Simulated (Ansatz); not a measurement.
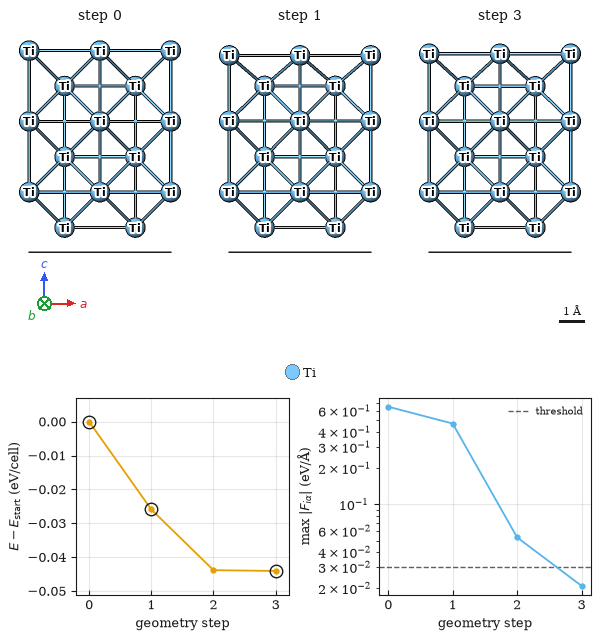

Frames of a constrained relaxation of a slab of composition Ti (cut from the Fm-3m phase), marked on the history of the run. The picture is a ball-and-stick view of the 2 × 2 repeat of the cell, outlined in the plane, without the vacuum, seen along the b axis.

Case: clean slab, lower half held. The slab is the (1 1 0) face of Ti. 3 atoms are held fixed.

All numbers below come from DFT PBEsol, scalar-relativistic, plane waves, PAW in Ansatz.

Input file:
```yaml
crystal:
  lattice:
    - [2.8679135959, 0.0, 0.0]
    - [0.0, 4.0558423031, 0.0]
    - [0.0, 0.0, 24.1697839898]
  atoms:
    - { symbol: Ti, position: [0.5, 0.5, 0.3516787739] }
    - { symbol: Ti, position: [0.0, 0.0, 0.4110072644] }
    - { symbol: Ti, position: [0.5, 0.5, 0.4703357548] }
    - { symbol: Ti, position: [0.0, 0.0, 0.5296642452] }
    - { symbol: Ti, position: [0.5, 0.5, 0.5889927356] }
    - { symbol: Ti, position: [0.0, 0.0, 0.6483212261] }
basis:
  ecutwfc: 420
kpoints:
  mp_grid: { grid: [10, 7, 1] }
hamiltonian:
  xc: pbesol
scf:
  occupations: { method: gaussian, width: 0.1 }
output:
  forces: true
  eigenvalues: true
relax:
  adjacent_minimum: "off"
  f_tol: 0.03
  max_steps: 70
  constraints: [{ sites: [0, 1, 2] }]
efield:
  axis: 3
  dipole_correction: true
  ramp_width: 0.04
```

Launched with:
```bash
ansatz run input.yaml --threads 2 --pin off --max-ram 5120MiB --backend cpu --events-out ev --progress --plain --runs-dir out
```

Describe the path.

The energy falls by 44.1 meV per cell of the calculation in 3 geometry steps. Largest force component: 0.65 eV/Å at the start, 0.021 eV/Å at the end. The largest move is that of Ti6, 0.13 Å along the normal (−c). The cell stays as it was. Among the contacts that change: Ti4–Ti6 2.868 → 2.734 Å, Ti5–Ti6 2.868 → 2.812 Å, Ti3–Ti5 2.868 → 2.856 Å. The run took 39 s on 2 threads of Intel(R) Xeon(R) Platinum 8488C (Sapphire Rapids), with other jobs on the host, peak memory 0.65 GiB. From step 0 to 1: Ti6 moves most (0.19 Å), energy −25.9 meV per cell of the calculation. From step 1 to 3: Ti6 moves most (0.07 Å), energy −18.1 meV per cell of the calculation.
